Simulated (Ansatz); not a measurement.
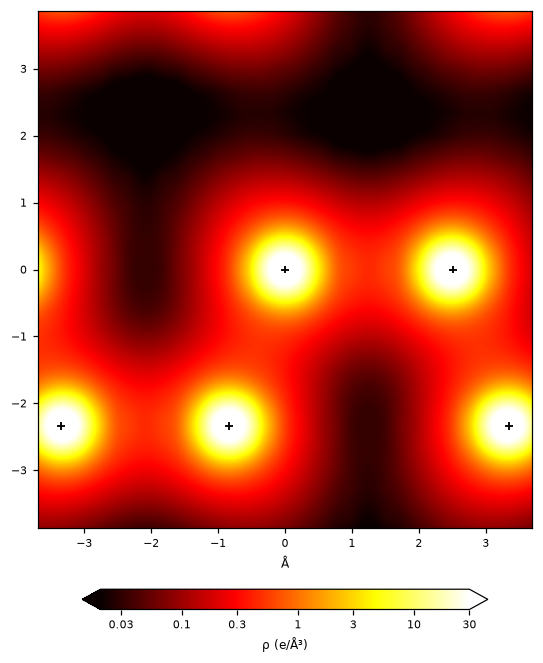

The valence pseudo-density on a plane through atoms (crosses mark nuclei in the plane).

Computed with DFT PBE, scalar-relativistic, plane waves, PAW (Ansatz 0.2.0).

Candidates:
A. Pt, a = 3.97 Å, b = 3.97 Å, c = 3.97 Å, α = 90.00°, β = 90.00°, γ = 90.00°. Space group Fm-3m.
B. InSb (slab), a = 4.69 Å, b = 6.63 Å, c = 19.69 Å, α = 90.00°, β = 90.00°, γ = 90.00°. 
C. Ge, a = 4.06 Å, b = 4.06 Å, c = 6.69 Å, α = 90.00°, β = 90.00°, γ = 120.00°. Space group P6₃/mmc; a structure from a database of computed crystals, not necessarily the ambient phase.

Which system is this?

Candidate C: Ge on the (110) plane of the conventional cell, which holds Ge. Ge–Ge (2.49 Å): ρ at the midpoint is about 0.48 e/Å³.
